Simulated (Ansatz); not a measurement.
Zr: single-point calculation

Zr (2 atoms in the cell), computed with DFT, PBEsol, PAW with Ansatz's default frozen-core files, scalar-relativistic, no spin polarisation (Ansatz 0.2.0).

Its volume is 0.50 times that of the source entry. It belongs to a series of runs on one base structure; here: volume scaled by 0.5, PAW files. Figures and captions count atoms from 1; the log counts them from 0 in places.

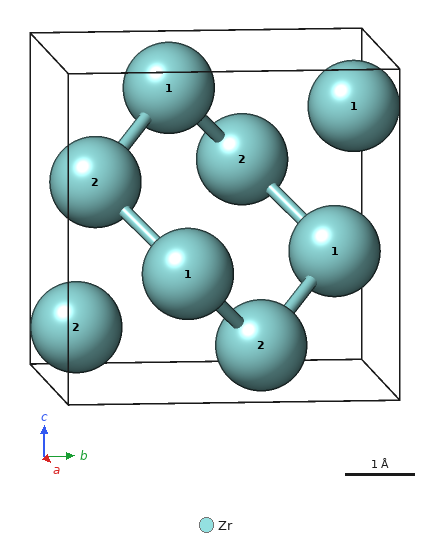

Figure 1. The input geometry (ball-and-stick view of the cell 4 times as large as that of the calculation, set on its symmetry axes, seen at an oblique angle; atoms are numbered from 1 in the order of the input). An atom can appear more than once, as a periodic image. Near neighbours in the periodic cell (some may lie outside the picture): Zr has 4 Zr at 2.11 Å.

**Key numbers**

```tsv
quantity	value
outcome	converged
space group (tolerance 0.01 Å)	Fd-3m (227)
electrons treated	24
free energy	−8246.5541 eV
Fermi energy	23.220 eV
pressure	135.32 GPa
largest force (length of the vector)	under 0.001 eV/Å
hardware	1 thread of Arm Neoverse V1, 112 GiB of memory available, shared host
wall time	3.2 s
peak memory	0.31 GiB
```

**Notes**

The cell is under a pressure of 135 GPa at this level, so it is not at its equilibrium volume.

**Input file**
```yaml
crystal:
  lattice:
    - [0.0, 2.4362300358, 2.4362300358]
    - [2.4362300358, 0.0, 2.4362300358]
    - [2.4362300358, 2.4362300358, 0.0]
  atoms:
    - { symbol: Zr, position: [-0.125, -0.125, -0.125] }
    - { symbol: Zr, position: [0.125, 0.125, 0.125] }
kpoints:
  mp_grid: { grid: [12, 12, 12] }
scf:
  occupations: { method: fermi_dirac, width: 0.1 }
hamiltonian:
  xc: pbesol
  pseudopotentials: { kind: paw }
output:
  forces: true
  stress: true
  eigenvalues: true
  populations: true
  write_density: true
  write_potential: true
  elf: true
  volumetric_format: npy
```

Run as:
```bash
ansatz run input.yaml --threads 1 --pin off --max-ram 2048MiB --backend cpu --events-out ev --progress --plain --runs-dir out
```

**The program's output**
```
Engine: ansatz 0.2.0, aarch64-unknown-linux-gnu
Pseudopotentials: kind: paw
Pseudopotential: Zr, paw, valence charge 12, recommended cutoff 420 eV (normal), Zr.paw.azcp
Functional definition: PBEsol
  exchange = pbesol_x
  correlation = pbesol_c
Crystal: 2 atoms, lattice volume = 28.919 Å³
Basis set: ecut = 420 eV, 537 PW (Γ), exchange–correlation on 48×48×48 points (8 copies of the dense FFT grid, shifted against one another)
Bands: 16, of which v1, the nominal top of the filled ones, is band 12 counted from 1 (11 counted from 0)
Symmetry: 48 space group operations
Space group: Fd-3m (ITA 227), of the structure as read, at distance tolerance 3.1e-5 Å
k-points: 72 of 1728
Non-local potential: Zr, projectors of the file, l = 0: 3, l = 1: 2, l = 2: 2, l = 3: 2
PAW form: soft (Blöchl's): semilocal exchange-correlation on the pseudo side does not see the compensation charge
PAW frozen core: Zr, regenerated for the run's functional, and the local potential with it (the file was generated under x = pbe(κ = 0.804, μ = 0.2195149727645171), c = pbe(β = 0.06672455060314922))
PAW one-centre angular grid: Zr, 590 points (default); XC on 64 Gauss nodes
Initial density: superposition of atomic densities (neutral atoms: chi_scale 0, normalization atom), corrected by the library's trained network
Initial wavefunctions: pseudopotential atomic-orbital guess
Functional: x = pbesol(κ = 0.804, μ = 0.12345679012345678), c = pbesol(β = 0.046)
SCF iter   1: F=—  HF=-8247.459047 eV  |F-HF|=—  |Δ(HF+E_count)|=         —  Δρ=9.34e-2  dr2=2.46e0  ethr=1.77e-3  ⟨swp⟩=5.0  Hψ=5443  notcnv=0
preconditioner: auto → Kerker (q_TF=auto, 2.645 Å⁻¹)  [metal: Δε(μ)=0.018 eV  Ē_g=5.738 eV  σ=0.100 eV  W_gap=0.05  n_scr=14 (ndim 8)  ℏωp=19.5 eV  f_vac=0.000  D(μ)=2.40/eV (n_scr^D=26)]
SCF iter   2: F=—  HF=-8246.826021 eV  |F-HF|=—  |Δ(HF+E_count)|=   6.33e-1  Δρ=5.06e-2  dr2=7.77e-1  ethr=1.77e-3  ⟨swp⟩=2.6  Hψ=2802  notcnv=0
SCF iter   3: F=—  HF=-8246.555135 eV  |F-HF|=—  |Δ(HF+E_count)|=   2.71e-1  Δρ=7.36e-3  dr2=1.24e-2  ethr=1.77e-3  ⟨swp⟩=2.1  Hψ=2169  notcnv=0
SCF iter   4: F=—  HF=-8246.554139 eV  |F-HF|=—  |Δ(HF+E_count)|=   9.96e-4  Δρ=1.13e-3  dr2=3.41e-4  ethr=5.15e-5  ⟨swp⟩=1.3  Hψ=1590  notcnv=0
SCF iter   5: F=—  HF=-8246.554136 eV  |F-HF|=—  |Δ(HF+E_count)|=   3.57e-6  Δρ=1.98e-4  dr2=4.75e-6  ethr=1.42e-6  ⟨swp⟩=2.3  Hψ=1687  notcnv=0
SCF iter   6: F=—  HF=-8246.554105 eV  |F-HF|=—  |Δ(HF+E_count)|=   3.04e-5  Δρ=3.65e-5  dr2=2.13e-7  ethr=1.98e-8  ⟨swp⟩=2.4  Hψ=1979  notcnv=0
SCF iter   7: F=-8246.554105 eV  HF=-8246.554105 eV  |F-HF|=1.10e-9  |Δ(HF+E_count)|=   6.83e-8  Δρ=4.42e-6  dr2=2.57e-9  ethr=4.17e-10  ⟨swp⟩=8.6  Hψ=7120  notcnv=0
SCF 1 converged in 7 iterations: F = -8246.554105 eV  dr2 = 2.57e-9
  greatest PAW one-centre occupation: 0.997 electrons in one spin orbital (limit 2), on the Zr atom at site 1 (counted from 0), in its partial waves of l = 0
```

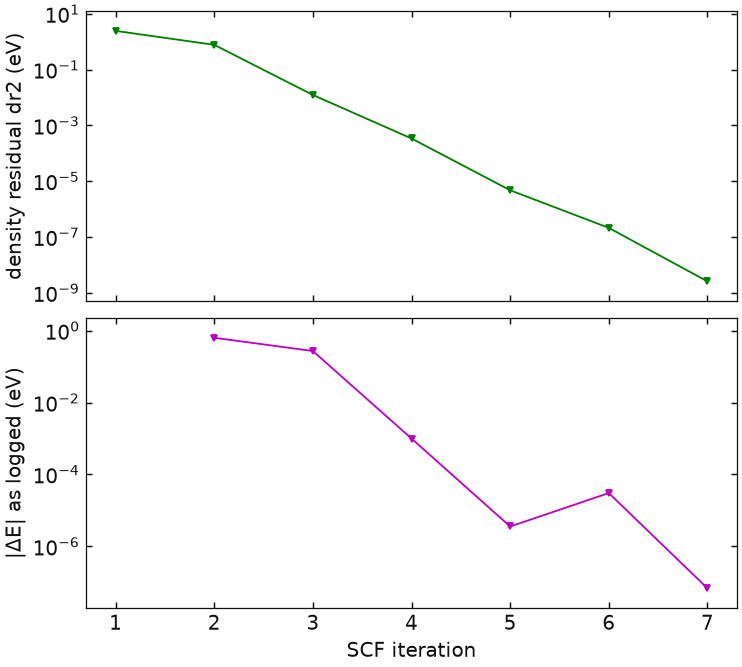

Figure 2. Convergence of the self-consistent field: density residual dr2 and size of the energy change against the SCF iteration. The residual falls at every step.

```
SCF converged after 7 iterations
Free energy (F): -8246.554105 eV
Harris-Foulkes:  -8246.554105 eV  (|F-HF|=1.10e-9)
Internal energy: -8246.471350 eV  (E = F + TS)
E sigma→0 (E₀):  -8246.512728 eV
Entropy (-TS):   -0.082755 eV (-41.377 meV/atom)
Fermi energy:    23.219506 eV
--- Per-component energies (eV) ---
  E_band       = 8.751669
  E_kinetic    = 724.351712
  E_local      = -1101.681582  (includes V_loc(G=0)·N_el)
  E_nonlocal   = 174.536572
  E_hartree    = 391.572545
  E_xc         = -336.034580
  E_vxc        = -401.210429  (∫ρ·V_xc dr)
  E_paw        = -5807.114272  (= ΣΔE_a)
  E_vpaw       = -170.390021  (= ΣTr[D̂ρ^β])
  E_aug_tail   = 0.000053  (compensation charges beyond the density's cutoff)
  E_ewald      = -2292.433239
  E_core_change = 0.331441  (= ΣΔE_core)
  E_smearing   = -0.082755  (= −TS)
  E_closure    = 0.000000  (closes the sum)
  Σ components = -8246.554105   (vs F -8246.554105, Δ=0.00e0)
--- Forces (eV/Å), atoms counted from 1 ---
  atom   1  Zr     0.00000000     0.00000000    -0.00000000
  atom   2  Zr     0.00000000     0.00000000     0.00000000
  max |Σ_I F_I| component: 2.54e-17 eV/Å
--- Stress (GPa, compression-positive) ---
      135.320181       0.000000      -0.000000
       -0.000000     135.320181      -0.000000
        0.000000      -0.000000     135.320181
  P = ⅓ Tr σ = 135.3202 GPa (1353.202 kbar)
--- Band table (eV; the first three rows and the last of 72) ---
  k-point 0: bands = ["-28.0483", "-22.9206", "-6.4091", "-6.4091", "-6.4091", "-2.0827", "-2.0827", "-2.0827", "17.6101", "19.3383", "19.3383", "23.1439", "23.1439", "23.1439", "28.5387", "28.5387"]
  k-point 1: bands = ["-27.9968", "-23.0097", "-6.4605", "-6.4605", "-6.4009", "-2.0226", "-2.0072", "-2.0072", "17.8241", "19.2234", "19.2234", "23.0766", "23.4273", "23.4273", "27.8472", "28.3316"]
  k-point 2: bands = ["-27.8474", "-23.2603", "-6.5930", "-6.5930", "-6.3893", "-1.8405", "-1.8089", "-1.8089", "18.3725", "19.0321", "19.0321", "23.0175", "23.9696", "23.9696", "26.2407", "27.9100"]
  k-point 71: bands = ["-25.8260", "-25.8260", "-7.7969", "-7.7969", "-3.6167", "-3.6167", "-0.0619", "-0.0619", "17.3150", "17.3150", "22.1272", "22.1272", "25.5537", "25.5537", "27.2581", "27.2581"]
--- Löwdin populations: 2 sites ---
  site symbol       q [e]
     0     Zr     11.9526
     1     Zr     11.9526
  spilling = 0.003946 (of n_electrons = 24.000000)
```

**File populations.tsv**
```
# site	symbol	l	j	q
# orbitals = lowdin
# n_electrons = 24.000000
# spilling = 0.003946
0	Zr	0_4S	-	1.705921
0	Zr	0_5S	-	0.466212
0	Zr	1_4P	-	5.694541
0	Zr	2_4D	-	4.085975
1	Zr	0_4S	-	1.705921
1	Zr	0_5S	-	0.466212
1	Zr	1_4P	-	5.694541
1	Zr	2_4D	-	4.085975
```

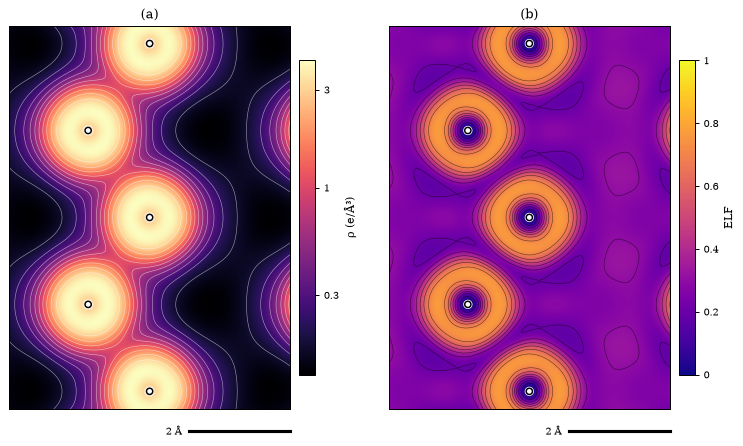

Figure 3. (a) valence pseudo-density; (b) ELF on the (110) plane of the conventional cell. Circles mark the nuclei in the plane (Zr). The section cuts through Zr sites. Zr–Zr (2.11 Å): the density is about 1.1 e/Å³ at the midpoint; the ELF is about 0.25 at the midpoint; no shared electron pair. Away from the nuclei the density in this plane falls to 0.12 e/Å³ at its lowest. The strong features right at Zr lie inside the PAW spheres (semicore, d or f shells) and say nothing about bonding. Core electrons are frozen (PAW), so the fields are smoothed inside the atomic spheres.
